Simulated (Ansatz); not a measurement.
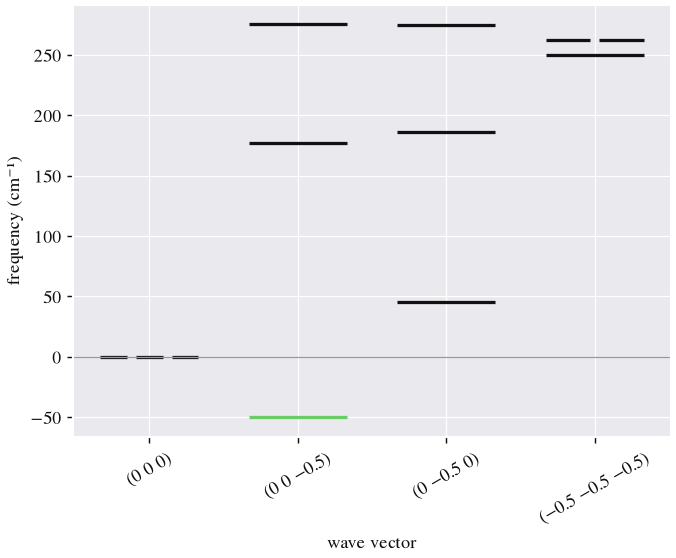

Method: harmonic phonon frequencies at the irreducible points of a q mesh with atoms at rest in the given cell, q in fractions of the reciprocal cell vectors, no long-range term at q = 0, imaginary frequencies are negative, the first points where there are many; plane waves with PAW datasets (Ansatz 0.2.0). Level: PBEsol, no spin polarisation.

| setting | value |
| --- | --- |
| wave cutoff | 420 eV |
| k mesh | 24×24×24 |
| occupations | Fermi–Dirac |
| smearing width | 0.15 eV |
| volume relative to the relaxed cell | 0.98 |
| phonon method | linear response |
| q mesh | 2×2×2 |

Structure:
```
CELL_PARAMETERS angstrom
-1.43141 1.43141 1.35925
1.43141 -1.43141 1.35925
1.43141 1.43141 -1.35925
ATOMIC_POSITIONS crystal
Cu 0.00000 0.00000 0.00000
```

Phonon frequencies at several wave vectors (in fractions of the reciprocal vectors of the given cell) for Cu, space group I4/mmm (No. 139). Imaginary frequencies are drawn as negative.

Imaginary modes appear at (0 0 −0.5), the softest at 49.8i cm⁻¹, so the structure is dynamically unstable. The highest mode among the wave vectors computed lies at 275.3 cm⁻¹, at (0 0 −0.5).

Keep in mind: levels loosely converged; metal sensitive to the k mesh; vibrations at or below zero.

Input file:
```
crystal:
  lattice:
    - [-1.4314109394, 1.4314109394, 1.3592483704]
    - [1.4314109394, -1.4314109394, 1.3592483704]
    - [1.4314109394, 1.4314109394, -1.3592483704]
  atoms:
    - { symbol: Cu, position: [0.0, 0.0, 0.0] }
basis:
  ecutwfc: 420
kpoints:
  mp_grid: { grid: [24, 24, 24] }
hamiltonian:
  xc: pbesol
scf:
  occupations: { method: fermi_dirac, width: 0.15 }
output:
  eigenvalues: true
phonons:
  method: dfpt
  eigenvectors: true
  qmesh: [2, 2, 2]
  temperatures: { t_max: 1000, t_step: 100 }
  qpath:
    path:
      - [[0.0, 0.0, 0.0], [0.0, 0.0, 0.5], [-0.5, 0.5, 0.5], [0.0, 0.0, 0.0], [0.47542859, 0.47542859, -0.47542859]]
      - [[-0.47542859, 0.52457141, 0.47542859], [-0.5, 0.5, 0.5]]
      - [[0.0, 0.0, 0.5], [0.25, 0.25, 0.25], [0.0, 0.5, 0.0], [0.0, 0.0, 0.0]]
    npoints: 8
```

Run as:
```bash
ansatz run input.yaml --threads 1 --pin off --max-ram 3072MiB --backend cpu --events-out ev --progress --plain --runs-dir out
```
